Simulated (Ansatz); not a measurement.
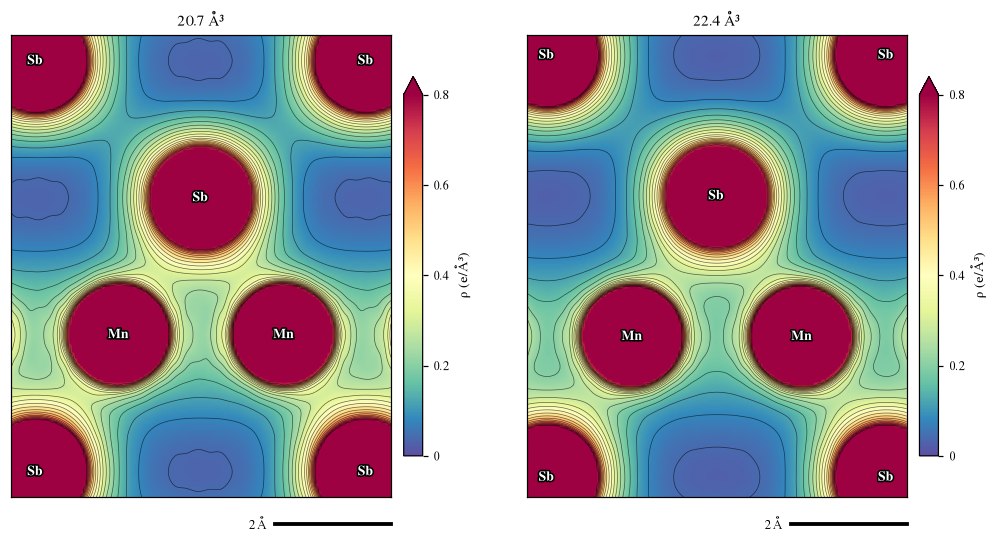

MnSb. The valence pseudo-density of cells scaled evenly to different volumes (given per atom above each panel), on the (110) plane of each (indices in the axes of the cell below), at one length scale and on one colour scale.

Spin-polarised.

The calculation used Ansatz 0.2.0, Kohn-Sham DFT of a periodic cell, PBE, JTH PAW.

The largest cell:

```
Sb Mn
1.0
     4.20461    0.00000    0.00000
    -2.10231    3.64130    0.00000
     0.00000    0.00000    5.85606
Sb Mn
2 2
Direct
  0.66667 0.33333 0.75000
  0.33333 0.66667 0.25000
  0.00000 0.00000 0.50000
  0.00000 0.00000 0.00000
```

| volume (Å³/atom) | Mn–Sb contact in the plane (Å) | ρ at its midpoint (e/Å³) | pressure (GPa) | largest moment (μB) | 
| --- | --- | --- | --- | --- |
| 20.69 | 2.760 | 0.317 | −1.1 | 3.30 | 
| 21.55 | 2.798 | ? | ? | ? | 
| 22.41 | 2.835 | 0.285 | −4.7 | 3.57 | 

What values belong in the row with question marks?

Over the known rows ln ρ falls by 1.42 per Å of Mn–Sb distance (the line through the two), which gives 0.300 e/Å³ at 2.798 Å; the calculation gives 0.300 e/Å³. For the pressure, a straight line in volume between the neighbouring rows gives −2.9 GPa; the calculation gives −3.1. For the largest moment, a straight line in volume between the neighbouring rows gives 3.43 μB; the calculation gives 3.44.
